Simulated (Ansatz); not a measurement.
Input

```
crystal:
  lattice:
    - [4.6168523821, 0.0, 0.0]
    - [-2.3084261911, 3.9983114484, 0.0]
    - [0.0, 0.0, 6.653222]
  atoms:
    - { symbol: W, position: [0.5, 0.0, 0.5] }
    - { symbol: W, position: [0.5, 0.5, 0.8333333333] }
    - { symbol: W, position: [0.0, 0.5, 0.1666666667] }
    - { symbol: Si, position: [0.327252, 0.163626, 0.1666666667] }
    - { symbol: Si, position: [0.836374, 0.163626, 0.8333333333] }
    - { symbol: Si, position: [0.163626, 0.327252, 0.5] }
    - { symbol: Si, position: [0.672748, 0.836374, 0.1666666667] }
    - { symbol: Si, position: [0.163626, 0.836374, 0.8333333333] }
    - { symbol: Si, position: [0.836374, 0.672748, 0.5] }
hamiltonian:
  xc: revpbe
  pseudopotentials: { kind: paw }
kpoints:
  mp_grid: { grid: [7, 7, 4] }
scf:
  occupations: { method: fermi_dirac, width: 0.05 }
output:
  forces: true
  stress: true
  eigenvalues: true
  write_density: true
  write_potential: true
  elf: true
  volumetric_format: npy
relax:
  f_tol: 0.01
  max_steps: 40
  cell: { stress_tol: 0.05 }
```

Launched as:

```sh
ansatz run input.yaml --threads 4 --pin off --max-ram 11264MiB --backend cpu --events-out ev --progress --plain --runs-dir out
```

Below, planes, directions and counts refer to the conventional cell (a = 4.63 Å, b = 4.63 Å, c = 6.66 Å, α = 90.00°, β = 90.00°, γ = 120.00°).

The fields are those of the run's last geometry, not of the input's.

Space group P6₂22; a structure from a database of computed crystals, not necessarily the ambient phase.

Theory: Ansatz 0.2.0, Kohn-Sham DFT of a periodic cell, revPBE, Ansatz PAW.

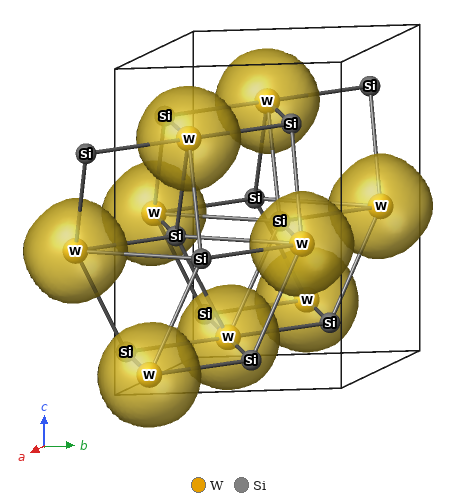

Si2W. Isosurface of the valence electron density at 0.6 e/Å³ (yellow), seen slightly off an axis. Sticks mark near contacts.

The density is the valence pseudo-density of a PAW calculation; it isn't the true density close to the nuclei.

Q: Which contacts does the surface bridge?

A: At this value the density breaks into separate islands; it holds about 45 % of the electrons treated as valence (semicore included). It bridges none of the near contacts. It is pinched off along the sampled Si–W (2.60 Å) and Si–W (2.66 Å) contacts. On the grid the lowest density along these lines, outside the cores, is 0.42 e/Å³ (Si–W, 2.60 Å) and 0.4 e/Å³ (Si–W, 2.66 Å).
